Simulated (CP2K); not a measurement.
## A series of single points on Bi

System: Bi (P2/m, 2 atoms in the cell).
Method: Kohn-Sham DFT of a periodic cell, PBE, GTH-PBE with UZH-TZVP basis, no spin polarisation (CP2K 2026.2).

The 6 runs differ only in the geometry, by an even scaling of the cell at fixed fractional positions. The structure derives from a Materials Project entry.

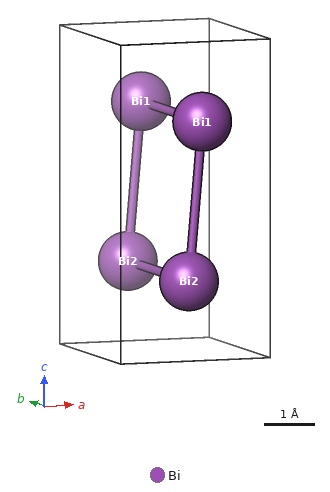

Figure 1. The structure of run 4 (ball-and-stick view of the cell of the calculation, seen slightly off an axis; atoms are numbered from 1 in the order of the input).

## Input of run 4
```
&GLOBAL
  PROJECT bi_eos
  RUN_TYPE ENERGY_FORCE
  PRINT_LEVEL LOW
&END GLOBAL
&FORCE_EVAL
  METHOD QS
  STRESS_TENSOR ANALYTICAL
  &DFT
    BASIS_SET_FILE_NAME BASIS_MOLOPT_UZH
    POTENTIAL_FILE_NAME POTENTIAL_UZH
    WFN_RESTART_FILE_NAME previous-RESTART.kp
    &MGRID
      CUTOFF 450
      REL_CUTOFF 60
      NGRIDS 5
    &END MGRID
    &QS
      METHOD GPW
      EPS_DEFAULT 1.0E-10
    &END QS
    &KPOINTS
      SCHEME MONKHORST-PACK 8 8 4
      GAMMA_CENTERED T
      SYMMETRY T
      SYMMETRY_BACKEND SPGLIB
    &END KPOINTS
    &SCF
      SCF_GUESS RESTART
      EPS_SCF 1.0E-6
      MAX_SCF 100
      ADDED_MOS 10
      CHOLESKY OFF
      EPS_EIGVAL 1.0E-7
      &DIAGONALIZATION ON
        ALGORITHM STANDARD
      &END DIAGONALIZATION
      &MIXING ON
        METHOD BROYDEN_MIXING
        ALPHA 0.4
        BETA 1.5
        NBUFFER 8
      &END MIXING
      &SMEAR ON
        METHOD FERMI_DIRAC
        ELECTRONIC_TEMPERATURE [K] 580.226
      &END SMEAR
    &END SCF
    &XC
      &XC_FUNCTIONAL PBE
      &END XC_FUNCTIONAL
    &END XC
    &PRINT
      &KPOINTS ON
      &END KPOINTS
      &MULLIKEN ON
      &END MULLIKEN
      &MO ON
        ENERGIES T
        OCCUPATION_NUMBERS T
        &EACH
          QS_SCF 0
        &END EACH
        ADD_LAST NUMERIC
      &END MO
    &END PRINT
  &END DFT
  &SUBSYS
    &CELL
      A 3.2598230713 0.0000000000 0.0000000000
      B 0.0000000000 3.2429793280 0.0000000000
      C -0.0809877086 0.0000000000 6.4865647921
      PERIODIC XYZ
    &END CELL
    &COORD
      SCALED
      Bi  0.5442472500 0.0000000000 0.7495778900
      Bi  0.4557527500 0.0000000000 0.2504221100
    &END COORD
    &KIND Bi
      BASIS_SET TZVP-MOLOPT-PBE-GTH-q5
      POTENTIAL GTH-PBE-q5
    &END KIND
    &PRINT
      &ATOMIC_COORDINATES ON
      &END ATOMIC_COORDINATES
      &CELL ON
      &END CELL
      &SYMMETRY ON
      &END SYMMETRY
    &END PRINT
  &END SUBSYS
  &PRINT
    &FORCES ON
    &END FORCES
    &STRESS_TENSOR ON
    &END STRESS_TENSOR
  &END PRINT
&END FORCE_EVAL
```

Command:
```bash
OMP_NUM_THREADS=1 cp2k.psmp -i bi_eos.inp -o bi_eos.out
```

Lattice vectors (Å) and fractional positions of run 4:
```
   3.259823    0.000000    0.000000
   0.000000    3.242979    0.000000
  -0.080988    0.000000    6.486565
Bi  0.544247  0.000000  0.749578
Bi  0.455753  0.000000  0.250422
```

Run 3 differs from it as follows:
```diff
-      A 3.2598230713 0.0000000000 0.0000000000
-      B 0.0000000000 3.2429793280 0.0000000000
-      C -0.0809877086 0.0000000000 6.4865647921
+      A 3.2166415224 0.0000000000 0.0000000000
+      B 0.0000000000 3.2000209013 0.0000000000
+      C -0.0799148974 0.0000000000 6.4006399093
```

## Results, with one run withheld

| run | volume per atom (Å³) | free energy per atom, from the lowest run given (meV) | pressure (GPa) |
| --- | --- | --- | --- |
| 1 | 31.597 | 74.72 | 6.99 |
| 2 | 32.270 | 48.72 | 5.43 |
| 3 | 32.942 | ? | ? |
| 4 | 34.286 | 5.49 | 1.65 |
| 5 | 34.959 | 0.73 | 0.64 |
| 6 | 35.631 | 0.00 | −0.27 |

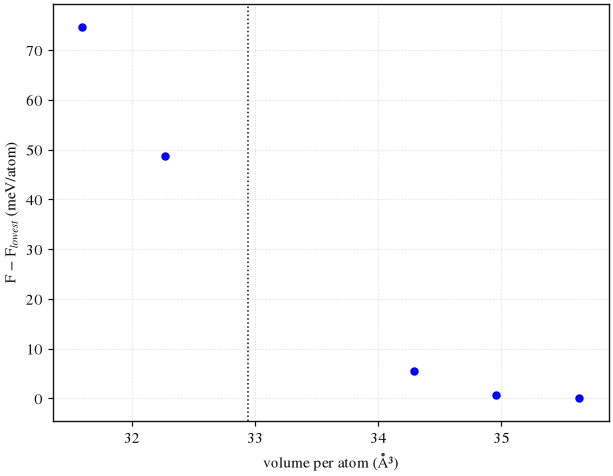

Figure 2. Free energy per atom of the runs given; the dotted line marks run 3.

Estimate the energy of run 3 from the others.

A cubic polynomial in V^(−2/3) (the Birch–Murnaghan form), fitted to the 5 runs given, misses them by under 0.01 meV per atom. With x = V^(−2/3) − 0.09587 Å⁻², it reads F = 13.475 + 8701.8 x + 1.4001e+06 x² + 4.3565e+06 x³ (meV per atom). At run 3 it gives 28.95 meV per atom, and the run itself gives 28.93. The slope of the fit gives a pressure −dF/dV of 4.03 GPa there, and the run prints 4.03 GPa. The fit has its minimum at 35.422 Å³ per atom, where V d²F/dV² gives 47 GPa. Cell shape and fractional positions are held, so this is the stiffness under even scaling; the relaxed bulk modulus wasn't computed.

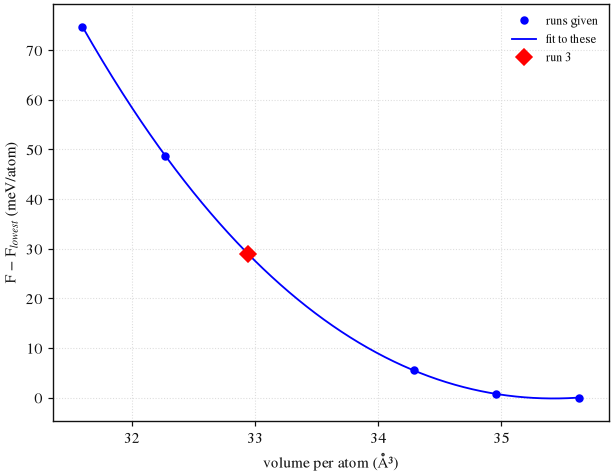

Figure 3. The fit and the withheld run.

## Some lines of the output (run 3)
```
[...]
 CELL_REF| Volume [angstrom^3]:                                        65.883835
                        Smear method:                                FERMI_DIRAC
  Step     Update method      Time    Convergence         Total energy    Change
  Fermi energy:                                                 0.18336551352954
  Total energy:                                               -10.96735367978889
  Total energy (extrapolated to T->0):                        -10.96709126631566
 MO| E(Fermi):            0.183366 a.u.          4.989629 eV
 MO| Band gap:            0.049923 a.u.          1.358461 eV
 MO| Band gap:            0.001669 a.u.          0.045421 eV
 MO| Band gap:            0.195030 a.u.          5.307026 eV
 MO| Band gap:            0.183457 a.u.          4.992124 eV
 MO| Band gap:            0.201630 a.u.          5.486618 eV
 MO| Band gap:            0.194581 a.u.          5.294810 eV
 MO| Band gap:            0.206193 a.u.          5.610809 eV
```

Notes: Spin–orbit coupling is left out, which matters for Bi.
